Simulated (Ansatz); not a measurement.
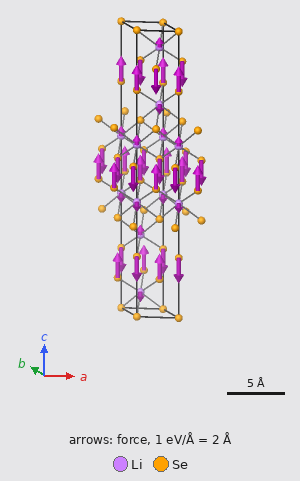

Starting geometry of crystalline Li$_{2}$Se$_{3}$ (built on the tetradymite_166 type) (coarse preliminary run) with the computed forces as purple arrows. The picture is a ball-and-stick view of the conventional cell (3 times the calculation's cell), seen slightly off an axis. Lengths and directions refer to the drawn axes.

Case: tetradymite type (R-3m, No. 166).

The calculation used Ansatz 0.2.0, DFT PBE, scalar-relativistic, plane waves, PAW. Set-up: plane-wave cutoff 420 eV; k-point mesh 6 × 6 × 6; occupations gaussian; smearing width 0.1 eV; no spin polarisation; cell and atoms relaxed; force threshold 0.04 eV/Å; at most 70 steps.

Q: What follows when this structure is relaxed?

A: It isn't relaxed: the largest force vector, on Se atoms, is 1.16 eV/Å. The final displacements follow the starting forces only in part (cosine between the two patterns 0.65). Over 9 accepted moves (11 points after the start) the energy falls by 142 meV per atom. Largest force component: 1.2 eV/Å at the start, 0.015 eV/Å at the end. The pressure goes from −3.09 to 0.02 GPa. The line search rejected the trial step at point 8 of the run. The SCF was repeated once at an unchanged geometry on a basis and grid sized afresh for the cell, which shifted the energy by less than 0.05 meV per atom at most. The largest moves relative to the cell, 0.40 Å, are those of Li atoms. Largest moves by element: Li 0.40 Å, Se 0.14 Å. The volume changes by −5.9 %, with a = b 3.729 → 3.969 Å (+6.4 %), c 25.928 → 21.543 Å (−16.9 %). Some distances before and after: Se–Se 3.093 → 2.777 Å, Li–Se 2.614 → 2.895 Å, Li–Se 2.761 → 2.515 Å. Among the angles between lasting bonds that change: Li–Se–Li 95.0° → 75.8°, Li–Se–Li 85.0° → 104.2°, Se–Li–Se 85.0° → 104.2°. The space group stays R-3m (No. 166). Cost: 74 s on 1 thread of Arm Neoverse V2, with other jobs on the host, peak memory 0.4 GiB.
